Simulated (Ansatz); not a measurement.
**Run report: BaZrO$_{3}$, band-structure calculation**

System: BaZrO$_{3}$ (Pm-3m, 5 atoms in the cell).
Method: DFT PBE, spin-orbit coupling, plane waves, PAW (Ansatz 0.2.0).

Figures and captions count atoms from 1; the log counts them from 0 in places.

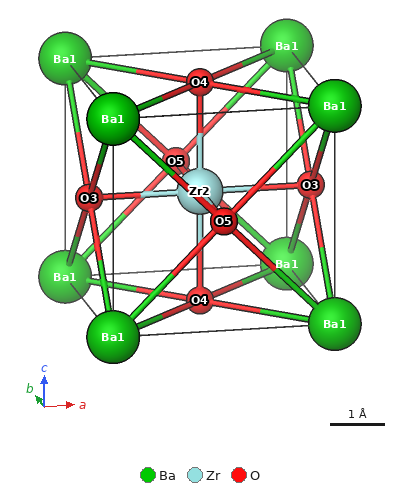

**Figure 1.** The structure (ball-and-stick view of the cell of the calculation, seen slightly off an axis; atoms are numbered from 1 in the order of the input).

### Summary

```tsv
quantity	value
outcome	converged
space group (tolerance 0.01 Å)	Pm-3m (221)
electrons treated	40
free energy	−11850.3134 eV
Fermi energy	11.078 eV
gap on the k-point mesh	3.15 eV
gap on the band path	3.15 eV
net moment of the cell	0.00 μB
integrated absolute moment	0.00 μB
pressure	0.00 GPa
largest force (length of the vector)	under 0.001 eV/Å
hardware	4 threads of Arm Neoverse N1, 16 GiB of memory available, shared host
wall time	64 s (CPU time 4.2 min)
peak memory	0.97 GiB
```

### Input file
```yaml
crystal:
  lattice:
    - [4.2271748875, 0.0, 0.0]
    - [0.0, 4.2271748875, 0.0]
    - [0.0, 0.0, 4.2271748875]
  atoms:
    - { symbol: Ba, position: [0.0, 0.0, 0.0] }
    - { symbol: Zr, position: [0.5, 0.5, 0.5] }
    - { symbol: O, position: [0.0, 0.5, 0.5] }
    - { symbol: O, position: [0.5, 0.5, 0.0] }
    - { symbol: O, position: [0.5, 0.0, 0.5] }
basis:
  ecutwfc: 420
  ecutrho_ratio: 4
kpoints:
  mp_grid: { grid: [6, 6, 6] }
  band_path:
    path:
      - [[0.0, 0.0, 0.0], [0.0, 0.5, 0.0], [0.5, 0.5, 0.0], [0.0, 0.0, 0.0], [0.5, 0.5, 0.5], [0.0, 0.5, 0.0]]
      - [[0.5, 0.5, 0.5], [0.5, 0.5, 0.0]]
    npoints: 10
hamiltonian:
  xc: pbe
scf:
  occupations: { method: gaussian, width: 0.05 }
  n_extra_bands: 34
output:
  forces: true
  stress: true
  eigenvalues: true
  populations: true
  dos: { projected: true, de: 0.02, nscf_kmesh: { grid: [9, 9, 9] } }
  bader: false
  write_density: true
  write_potential: true
  elf: true
  volumetric_format: npy
magnetization:
  noncollinear: true
  spin_orbit: true
checkpoint:
  read: start.run
  write: ck
  compress: false
  write_wavefunctions: false
  write_every: 100000
```

Launch command:
```bash
ansatz run input.yaml --threads 4 --pin off --max-ram 7168MiB --backend cpu --events-out ev --progress --plain --runs-dir out
```

### The program's output
```
scf.n_extra_bands = 34 over 40 filled bands (N_el = 40.0): the run solves 74 bands
Engine: ansatz 0.2.0, aarch64-unknown-linux-gnu
Pseudopotentials: kind: paw_fr
Pseudopotential: Ba, paw_fr, valence charge 10, recommended cutoff 420 eV (normal), Ba.paw.azcp#standard-fr
Pseudopotential: Zr, paw_fr, valence charge 12, recommended cutoff 420 eV (normal), Zr.paw.azcp#standard-fr
Pseudopotential: O, paw_fr, valence charge 6, recommended cutoff 420 eV (normal), O.paw.azcp#standard-fr
Functional definition: PBE
  parameter kappa = 0.804
  parameter beta = 0.06672455060314922
  exchange = pbe_x(kappa = kappa, mu = beta*pi^2/3)
  correlation = pbe_c(beta = beta)
non-collinear run that drives no moment, with spin-orbit: no starting moment large enough to seed its density (crystal.atoms[].spin), no starting occupations that ask for one, no magnetisation constraint and no magnetic field, so the semilocal B_xc is pinned to zero
Crystal: 5 atoms, lattice volume = 75.535 Å³
Basis set: ecut = 420 eV, 1419 PW (Γ), exchange–correlation on 60×60×60 points (8 copies of the dense FFT grid, shifted against one another)
Bands: 74, of which v1, the nominal top of the filled ones, is band 40 counted from 1 (39 counted from 0)
Symmetry: 48 space group operations + 48 with time reversal
Magnetic group: BNS 221.93 (UNI 1595), of the structure as read, at distance tolerance 4.2e-5 Å
k-points: 20 of 216
Projection manifold: j_resolved (fully-relativistic pseudo-atomic orbitals)
Non-local potential: Ba, projectors of the file, l = 0: 3, l = 1: 4, l = 2: 4, l = 3: 4
Non-local potential: Zr, projectors of the file, l = 0: 3, l = 1: 4, l = 2: 4, l = 3: 4
Non-local potential: O, projectors of the file, l = 0: 2, l = 1: 4, l = 2: 2
PAW form: soft (Blöchl's): semilocal exchange-correlation on the pseudo side does not see the compensation charge
PAW one-centre angular grid: Ba, 194 points (default); XC on 64 Gauss nodes
PAW one-centre angular grid: Zr, 590 points (default); XC on 64 Gauss nodes
PAW one-centre angular grid: O, 110 points (default); XC on 64 Gauss nodes
Initial density: read from a saved state, or passed on in memory by an earlier SCF of this step, an earlier step, the calling program or the single point that the run made first
Stability of the state it starts from, as read at its close in the noncollinear treatment: not read negative (Ritz values of 1 − χ₀K, real part plus size of imaginary part, from 0.90 to 0.98, by its mixing steps under the symmetry group of the SCF that read it)
Initial wavefunctions: pseudopotential atomic-orbital guess
Functional: x = pbe(κ = 0.804, μ = 0.2195149727645171), c = pbe(β = 0.06672455060314922)
iter 1 solved again at ethr=1.20e-6 eV; its pass at ethr=3.10e-3 eV (dr2=4.79e-4 eV) is discarded
SCF iter   1: F=—  HF=-11850.313390 eV  |F-HF|=—  |Δ(HF+E_count)|=         —  Δρ=4.96e-6  dr2=1.39e-8  dr2_m=0.00e0 (ungated)  ethr=1.20e-6  |M|=0.00e0 ∫|m|=0.00e0 μB  |m|>n=0.0e0 m-floor=0.0e0 τ_xc=0.0e0  β_m=0.30  ⟨swp⟩=6.2  Hψ=6219  notcnv=0  defer=4
eigensolver tolerance schedule: the retry pair's looser diagonalisation over-reported the residual by 34477.67 of it (diagonalisation noise at an unbounded share of the residual, at the tolerance the schedule requests for it); recorded, not acted on — ethr = c·dr2/N_el stays at c = 1.0e-1
preconditioner: auto → Resta (q_TF=auto, 2.454 Å⁻¹)  ε∞=3.1  [insulator: Δε(μ)=3.149 eV  Ē_g=17.861 eV  σ=0.050 eV  W_gap=1.00  n_scr=18 (ndim 8)  ℏωp=25.6 eV  f_vac=0.000  D(μ)=0.00/eV (n_scr^D=0)  ε∞_Penn≈3.1]
spin=Noncollinear: Resta preconditioning applied to the charge; magnetization (m_x, m_y, m_z) channels mix plain (no charge-response kernel on spin).
SCF iter   2: F=—  HF=-11850.313389 eV  |F-HF|=—  |Δ(HF+E_count)|=   1.18e-6  Δρ=3.41e-6  dr2=6.87e-9  dr2_m=0.00e0 (ungated)  ethr=3.47e-11  |M|=0.00e0 ∫|m|=0.00e0 μB  |m|>n=0.0e0 m-floor=0.0e0 τ_xc=0.0e0  β_m=0.59  ⟨swp⟩=12.9  Hψ=5636  notcnv=0
SCF iter   3: F=-11850.313389 eV  HF=-11850.313389 eV  |F-HF|=8.51e-10  |Δ(HF+E_count)|=   6.54e-9  Δρ=1.25e-6  dr2=9.31e-10  dr2_m=0.00e0 (ungated)  ethr=1.72e-11  |M|=0.00e0 ∫|m|=0.00e0 μB  |m|>n=0.0e0 m-floor=0.0e0 τ_xc=0.0e0  ⟨swp⟩=4.4  Hψ=3170  notcnv=0
SCF 1 converged in 3 iterations: F = -11850.313389 eV  dr2 = 9.31e-10
  greatest PAW one-centre occupation: 0.995 electrons in one spin orbital (limit 2), on the Zr atom at site 1 (counted from 0), in its partial waves of l = 0
NSCF: frozen V_eff on 62 k-points
NSCF: frozen V_eff on 35 k-points
SCF converged after 3 iterations
Magnetization: |M| = 0.0000 μB,  M = (+0.0000, +0.0000, +0.0000) μB
Absolute magnetization: 0.0000 μB (∫|m|)
  site 0: m = (+0.0000, +0.0000, +0.0000) μB, |m| = 0.0000 μB  (R = 1.23 Å)
  site 1: m = (+0.0000, +0.0000, +0.0000) μB, |m| = 0.0000 μB  (R = 0.87 Å)
  site 2: m = (+0.0000, +0.0000, +0.0000) μB, |m| = 0.0000 μB  (R = 0.87 Å)
  site 3: m = (+0.0000, +0.0000, +0.0000) μB, |m| = 0.0000 μB  (R = 0.87 Å)
  site 4: m = (+0.0000, +0.0000, +0.0000) μB, |m| = 0.0000 μB  (R = 0.87 Å)
Free energy (F): -11850.313389 eV
Harris-Foulkes:  -11850.313389 eV  (|F-HF|=8.51e-10)
Internal energy: -11850.313389 eV  (E = F + TS)
E sigma→0 (E₀):  -11850.313389 eV
Fermi energy:    11.078271 eV
--- Per-component energies (eV) ---
  E_band       = -105.813018
  E_kinetic    = 1030.787719
  E_local      = -1969.344208  (includes V_loc(G=0)·N_el)
  E_nonlocal   = 275.803529
  E_hartree    = 696.237097
  E_xc         = -555.361305
  E_vxc        = -614.460330  (∫ρ·V_xc dr)
  E_paw        = -8657.502489  (= ΣΔE_a)
  E_vpaw       = -221.081404  (= ΣTr[D̂ρ^β])
  E_aug_tail   = 0.007393  (compensation charges beyond the density's cutoff)
  E_ewald      = -2670.941125
  E_smearing   = -0.000000  (= −TS)
  E_closure    = -0.000000  (closes the sum)
  Σ components = -11850.313389   (vs F -11850.313389, Δ=0.00e0)
--- Forces (eV/Å), atoms counted from 1 ---
  atom   1  Ba     0.00000000    -0.00000000    -0.00000000
  atom   2  Zr     0.00000000     0.00000000     0.00000000
  atom   3  O      0.00000000    -0.00000000     0.00000000
  atom   4  O      0.00000000    -0.00000000    -0.00000000
  atom   5  O     -0.00000000    -0.00000000     0.00000000
  max |Σ_I F_I| component: 2.21e-29 eV/Å
--- Stress (GPa, compression-positive) ---
        0.000012       0.000000       0.000000
       -0.000000       0.000012       0.000000
        0.000000       0.000000       0.000012
  P = ⅓ Tr σ = 0.0000 GPa (0.000 kbar)
--- Band table (eV; the first three rows and the last of 20) ---
  k-point 0: bands = ["-37.6311", "-37.6311", "-16.9520", "-16.9520", "-15.7271", "-15.7271", "-15.2241", "-15.2241", "-15.2241", "-15.2241", "-6.7962", "-6.7962", "-6.5055", "-6.5055", "-6.5055", "-6.5055", "-2.2879", "-2.2879", "-0.2897", "-0.2897", "-0.2897", "-0.2897", "7.8434", "7.8434", "8.1265", "8.1265", "8.1265", "8.1265", "8.5325", "8.5325", "8.5325", "8.5325", "8.5471", "8.5471", "9.1943", "9.1943", "9.3134", "9.3134", "9.3134", "9.3134", "12.6528", "12.6528", "12.6528", "12.6528", "12.7327", "12.7327", "14.2131", "14.2131", "14.2131", "14.2131", "15.2533", "15.2533", "16.7121", "16.7121", "16.7121", "16.7121", "17.8783", "17.8783", "17.8783", "17.8783", "18.0172", "18.0172", "19.7944", "19.7944", "20.0325", "20.0325", "20.0325", "20.0325", "20.1688", "20.1688", "20.2095", "20.2095", "20.2625", "20.2625"]
  k-point 1: bands = ["-37.6304", "-37.6304", "-16.9679", "-16.9679", "-15.7292", "-15.7292", "-15.2479", "-15.2479", "-15.2224", "-15.2224", "-6.7976", "-6.7976", "-6.5005", "-6.5005", "-6.3393", "-6.3393", "-2.2615", "-2.2615", "-0.2714", "-0.2714", "-0.2565", "-0.2565", "7.5574", "7.5574", "7.9079", "7.9079", "8.0381", "8.0381", "8.2982", "8.2982", "8.3160", "8.3160", "8.3646", "8.3646", "8.6542", "8.6542", "9.1477", "9.1477", "9.2269", "9.2269", "12.7545", "12.7545", "13.2259", "13.2259", "13.2836", "13.2836", "14.6114", "14.6114", "14.6298", "14.6298", "15.8192", "15.8192", "16.7122", "16.7122", "17.5125", "17.5125", "17.6058", "17.6058", "17.9708", "17.9708", "18.0661", "18.0661", "19.9136", "19.9136", "19.9180", "19.9180", "20.0431", "20.0431", "20.1604", "20.1604", "20.1691", "20.1691", "20.2339", "20.2339"]
  k-point 2: bands = ["-37.6291", "-37.6291", "-17.0011", "-17.0011", "-15.7377", "-15.7377", "-15.2855", "-15.2855", "-15.2190", "-15.2190", "-6.8894", "-6.8894", "-6.4905", "-6.4905", "-5.8887", "-5.8887", "-2.2102", "-2.2102", "-0.2342", "-0.2342", "-0.1892", "-0.1892", "6.4942", "6.4942", "7.7098", "7.7098", "7.8128", "7.8128", "7.9174", "7.9174", "7.9842", "7.9842", "8.0011", "8.0011", "8.0597", "8.0597", "9.0321", "9.0321", "9.1180", "9.1180", "12.9292", "12.9292", "14.3716", "14.3716", "14.4349", "14.4349", "15.4456", "15.4456", "15.5631", "15.5631", "16.7048", "16.7048", "17.0663", "17.0663", "17.1142", "17.1142", "18.0110", "18.0110", "18.0902", "18.0902", "18.7879", "18.7879", "19.6637", "19.6637", "19.8607", "19.8607", "20.0596", "20.0596", "20.1609", "20.1609", "20.1717", "20.1717", "20.2419", "20.2419"]
  k-point 19: bands = ["-37.6232", "-37.6232", "-17.1067", "-17.1067", "-15.6111", "-15.6111", "-15.4578", "-15.4578", "-15.4578", "-15.4578", "-5.7738", "-5.7738", "-5.5957", "-5.5957", "-5.5957", "-5.5957", "-2.6251", "-2.6251", "-0.7978", "-0.7978", "-0.7978", "-0.7978", "5.8652", "5.8652", "5.8652", "5.8652", "6.0411", "6.0411", "6.8174", "6.8174", "7.1265", "7.1265", "7.1265", "7.1265", "9.4862", "9.4862", "9.5038", "9.5038", "9.5038", "9.5038", "15.4509", "15.4509", "15.4509", "15.4509", "15.5022", "15.5022", "16.2466", "16.2466", "16.2466", "16.2466", "16.3494", "16.3494", "18.5946", "18.5946", "18.5946", "18.5946", "19.5323", "19.5323", "19.5323", "19.5323", "19.5937", "19.5937", "19.6930", "19.6930", "19.9808", "19.9808", "20.3096", "20.3096", "20.3468", "20.3468", "20.3468", "20.3468", "21.2403", "21.2403"]
--- Löwdin populations: 5 sites ---
  site symbol       q [e]
     0     Ba      8.2094
     1     Zr     10.7688
     2      O      6.8816
     3      O      6.8816
     4      O      6.8816
  spilling = 0.009425 (of n_electrons = 40.000000)
```

### File populations.tsv
```
# site	symbol	l	j	q
# orbitals = lowdin
# n_electrons = 40.000000
# spilling = 0.009425
0	Ba	0_5S	0.5	1.932411
0	Ba	0_6S	0.5	0.330705
0	Ba	1_5P	0.5	1.984473
0	Ba	1_5P	1.5	3.961852
1	Zr	0_4S	0.5	1.943706
1	Zr	0_5S	0.5	0.467668
1	Zr	1_4P	0.5	1.994311
1	Zr	1_4P	1.5	3.987418
1	Zr	2_4D	1.5	0.954902
1	Zr	2_4D	2.5	1.420802
2	O	0_2S	0.5	1.769889
2	O	1_2P	0.5	1.706955
2	O	1_2P	1.5	3.404742
3	O	0_2S	0.5	1.769889
3	O	1_2P	0.5	1.706955
3	O	1_2P	1.5	3.404742
4	O	0_2S	0.5	1.769889
4	O	1_2P	0.5	1.706955
4	O	1_2P	1.5	3.404742
```

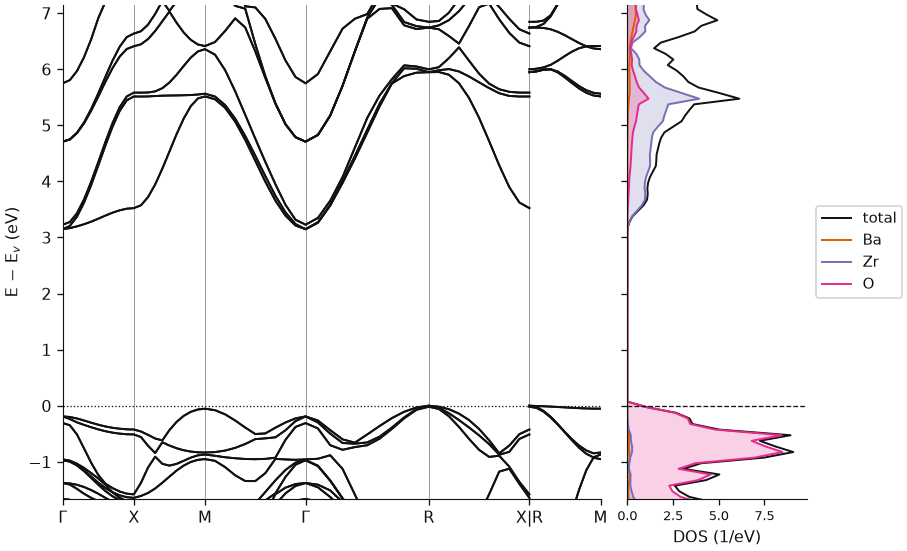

**Figure 2.** Band structure along Γ–X–M–Γ–R–X|R–M and density of states (projected on Löwdin-orthogonalised atomic shells), with energies from the valence-band top. There is a gap of 3.15 eV on this path, indirect, from R to Γ.

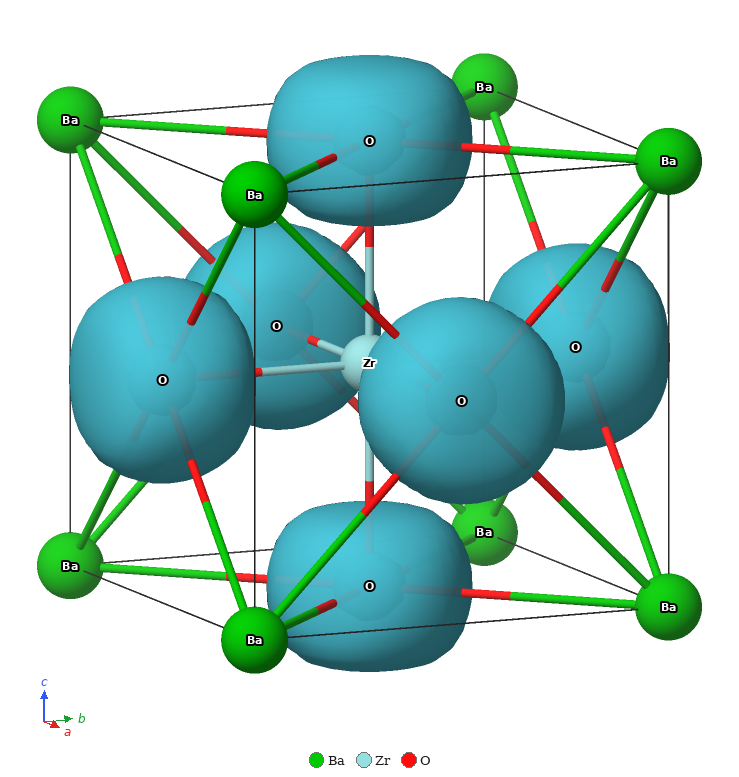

**Figure 3.** Isosurface of the electron localisation function at 0.65 (cyan), seen slightly off an axis. Only the valence region is drawn (cores and ρ < 0.01 e/Å³ removed). Sticks mark near contacts. The outline is the cell set on symmetry axes. Profiles from the grid: Zr–O (2.11 Å): the ELF peaks at about 0.85 in the valence shell of O, 0.6 Å from its nucleus, and drops to about 0.20 between the two atoms. Ba–O (2.99 Å): the ELF is about 0.10 at the midpoint, as expected for two separate closed shells. The fields are those of the smooth PAW valence density.

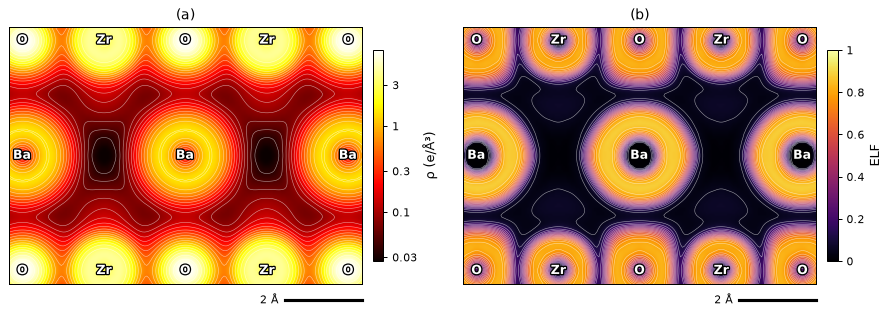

**Figure 4.** (a) valence pseudo-density; (b) electron localisation function on the (110) plane of the conventional cell. Zr–O (2.11 Å): ρ is about 0.65 e/Å³ halfway; the ELF peaks at about 0.85 in the valence shell of O, 0.6 Å from its nucleus, and drops to about 0.20 between the two atoms. Ba–O (2.99 Å): ρ at the midpoint is about 0.14 e/Å³; the ELF is about 0.10 at the midpoint (two separate closed shells). Away from the nuclei the density in this plane falls to 0.03 e/Å³ at its lowest. The strong features right at Ba and Zr lie inside the PAW spheres (semicore, d or f shells) and say nothing about bonding.
